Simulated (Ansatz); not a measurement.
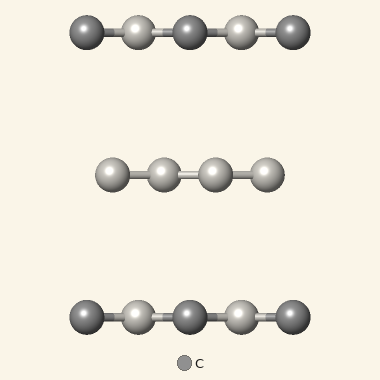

The system is H on a C(110) slab cut from the Fmmm phase, its upper half relaxed before the scan (20 atoms of substrate and one adsorbate in a 2 × 1 cell); the picture shows it without the atoms that are moved over the map. 
- H is moved over the surface cell at a fixed height above a rigid substrate; the origin of the map has the adsorbate above C19; the height is held at 3.30 Å.
- Places are given modulo a cell vector. The map is drawn in real space over the plane of the surface.
- The scan uses a 6 × 6 grid; 24 points were computed and 12 follow by symmetry.
- Places are given in fractions of the 1 × 1 surface cell.
- Energies are in meV, from the lowest grid point.
- The runs have no spin polarisation, so an open-shell adsorbate far from the surface lies too high. At a fixed height the lowest place need not be the adsorption site.
- Computed with DFT PBE+D3(BJ), scalar-relativistic, plane waves, PAW (Ansatz). Settings: cutoff 420 eV, k-mesh 6×4×1, gaussian smearing 0.1 eV, no spin polarisation.

Range: position of H21 along the first surface vector from 0.000 to 0.833; position of H21 along the second surface vector from 0.000 to 0.833.

Q: What will the energy surface look like?

A: The lowest grid point is at the top site over a surface C atom, (0/6, 0/6) of the cell vectors. No other kind of well shows on this grid. The highest grid point, (4/6, 3/6) of the cell vectors, lies 338 meV above the lowest. On the interpolated surface the easiest way out of the lowest well to its copy in the next cell or period passes a barrier of about 47 meV.

```csv
"second ↓, first →",0/6,1/6,2/6,3/6,4/6,5/6
5/6,125,132,146,154,146,132
4/6,292,293,296,298,297,294
3/6,336,335,336,337,338,337
2/6,292,293,296,298,297,294
1/6,125,132,146,154,146,132
0/6,0,11,35,47,35,11
```

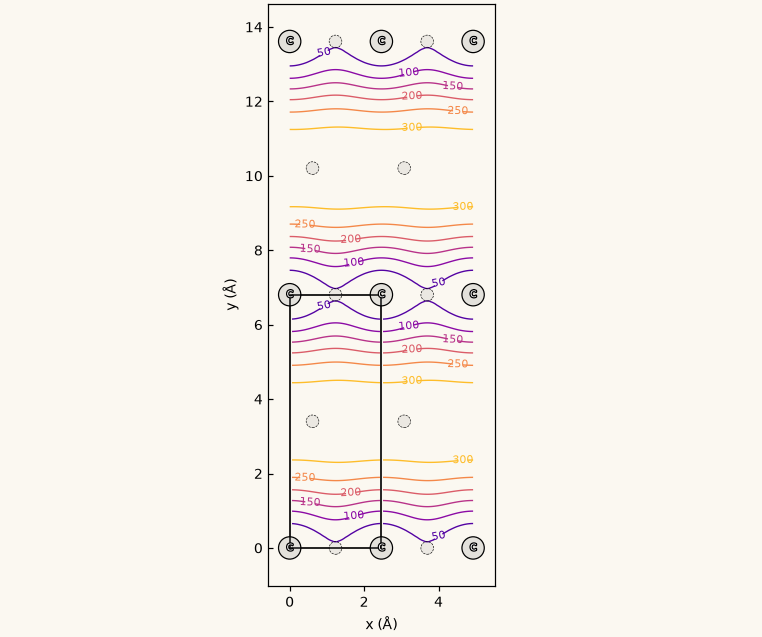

The picture shows contour lines labelled in meV, labelled circles for the atoms of the top layer and small ones for the second layer, the outline of one cell of the 2 × 2 shown. Between grid points the surface is interpolated.

The whole map (24 points run) took 23 min on 4 threads of Arm Neoverse N1 (shared host).

PAW datasets: the set soft_1.
